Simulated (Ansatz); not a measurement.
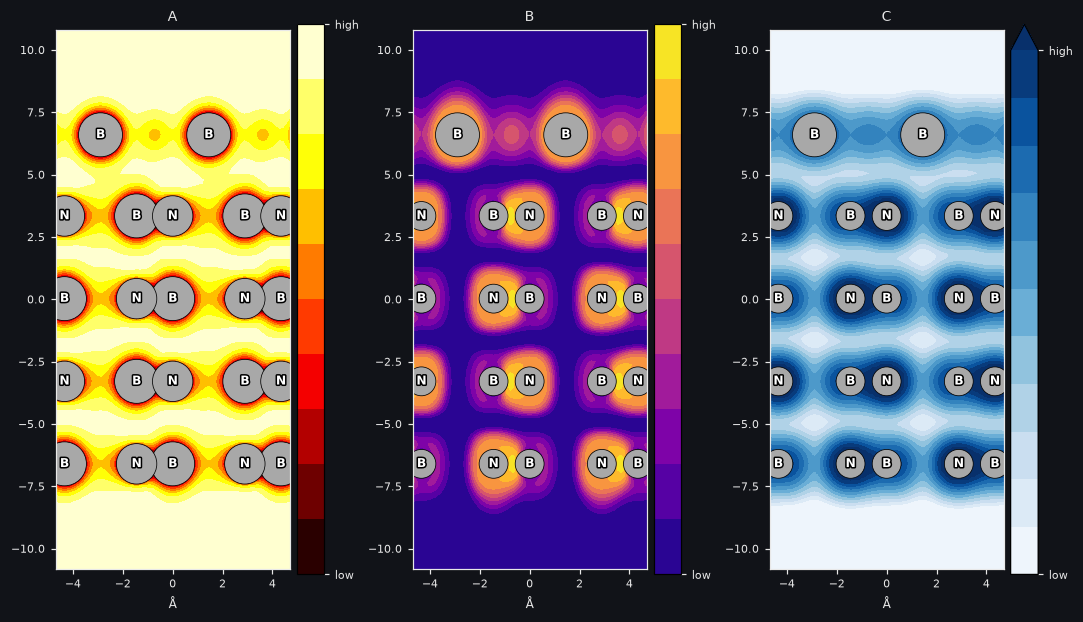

B$_{5}$N$_{4}$ (slab): 3 fields on the (110) plane of the calculation cell, a cut from vacuum to vacuum, with unlabelled colour scales. Grey discs cover the atomic cores.

The program warned that a starting moment wasn't kept; spin-polarised, but the moments vanished.

All numbers below come from Ansatz 0.2.0, DFT PBE+D3(BJ), scalar-relativistic, plane waves, PAW.

Which field does each panel show? The fields are: electron localisation function, electrostatic potential energy of an electron and valence pseudo-density.

Answer. Panel A: electrostatic potential energy of an electron (low next to the atoms, rising into the space between them). Panel B: electron localisation function. Panel C: valence pseudo-density.
